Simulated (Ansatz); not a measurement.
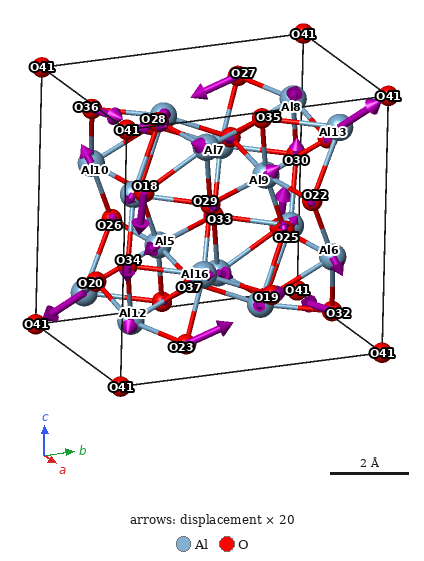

This is a relaxation of a defect cell of composition Al16O25 (cell charge −2). The starting structure is drawn; purple arrows show the displacements, magnified 20 times.

A ball-and-stick model of the cell of the calculation, seen slightly off an axis.

Case: O interstitial, charge -2, atoms relaxed at the host's cell.

The calculation used DFT PBEsol, scalar-relativistic, plane waves, PAW (Ansatz). Set-up: plane-wave cutoff 420 eV; k-point mesh 2 × 2 × 2; occupations gaussian; smearing width 0.01 eV; mesh shifted by (0.5, 0.5, 0.5); no spin polarisation; atoms relaxed in a fixed cell; force threshold 0.025 eV/Å; at most 45 steps.

What happened in the run?

Answer. The largest moves, 0.079 Å, are those of Al atoms. Largest moves by element: Al 0.079 Å, O 0.069 Å. The cell stays as it was. Among the contacts that change: Al–O 1.796 → 1.717 Å, Al–O 2.042 → 2.107 Å, Al–O 1.867 → 1.830 Å, Al–O 1.976 → 2.004 Å. Among the angles between lasting bonds that change: O–Al–O 103.5° → 108.6°, Al–O–Al 120.2° → 115.3°, Al–O–Al 144.0° → 147.7°. Over 3 accepted moves (4 points after the start) the energy falls by 0.688 eV per cell of the calculation. Largest force component: 2.7 eV/Å at the start, 0.021 eV/Å at the end. 1 step only repeated the SCF at the same geometry.

Limits of the set-up: the periodic images lie only 7.0 Å apart, so the values are limited by the cell's size; the cell is charged, on a uniform background, and energies carry no finite-size correction.
